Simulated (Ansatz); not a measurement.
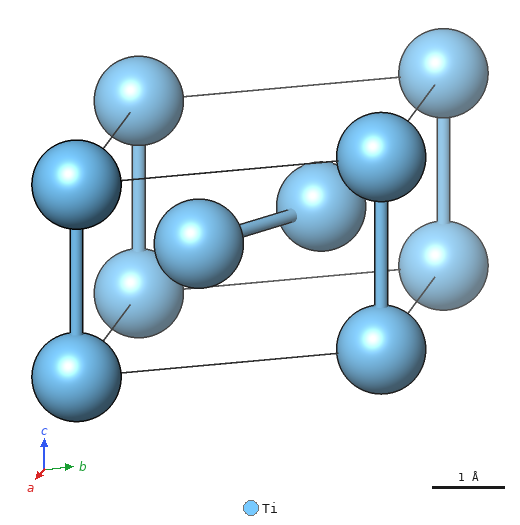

This is crystalline Ti (set up in P6/mmm). Style: ball-and-stick. Shown: the cell of the calculation, slightly off an axis.

Theory: DFT PBEsol, scalar-relativistic, plane waves, PAW in Ansatz. Set-up: plane-wave cutoff 420 eV; k-point mesh 12 × 12 × 14; occupations gaussian; smearing width 0.1 eV; no spin polarisation.

The variant: The crystal is put under a hydrostatic pressure of 10 GPa. Cell and atoms are relaxed at that pressure.

Input
```yaml
crystal:
  lattice:
    - [4.401941235, 0.0, 0.0]
    - [-2.2009706175, 3.8121929355, 0.0]
    - [0.0, 0.0, 2.7339969452]
  atoms:
    - { symbol: Ti, position: [0.0, 0.0, 0.0] }
    - { symbol: Ti, position: [0.3333333333, 0.6666666667, 0.5] }
    - { symbol: Ti, position: [0.6666666667, 0.3333333333, 0.5] }
basis:
  ecutwfc: 420
kpoints:
  mp_grid: { grid: [12, 12, 14] }
hamiltonian:
  xc: pbesol
scf:
  occupations: { method: gaussian, width: 0.1 }
output:
  forces: true
  stress: true
  eigenvalues: true
relax:
  adjacent_minimum: "off"
  f_tol: 0.008
  max_steps: 50
  cell: { stress_tol: 0.08, p_target: 10.0 }
```

Launched with:
```bash
ansatz run input.yaml --threads 1 --pin off --max-ram 2560MiB --backend cpu --events-out ev --progress --plain --runs-dir out
```

### What does the calculation give for the changed structure?

The energy rises by 34.4 meV per atom. The pressure goes from 0.0 to 10.0 GPa. It is metallic before and after. The volume changes by −7.1 %, with a = b 4.515 → 4.401 Å (−2.5 %), c 2.799 → 2.738 Å (−2.2 %). The atoms keep their places relative to the cell (all moves are under 0.005 Å). Near-neighbour distances before and after: Ti–Ti 2.959 → 2.886 Å, Ti–Ti 2.607 → 2.541 Å, Ti–Ti 2.799 → 2.738 Å. The space group stays P6/mmm (No. 191).

Drawn alike, the variant:

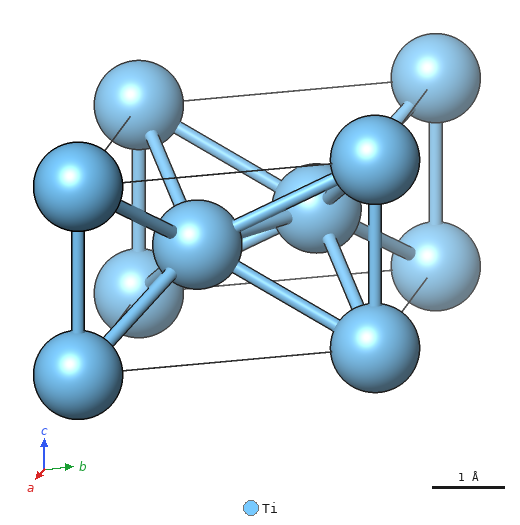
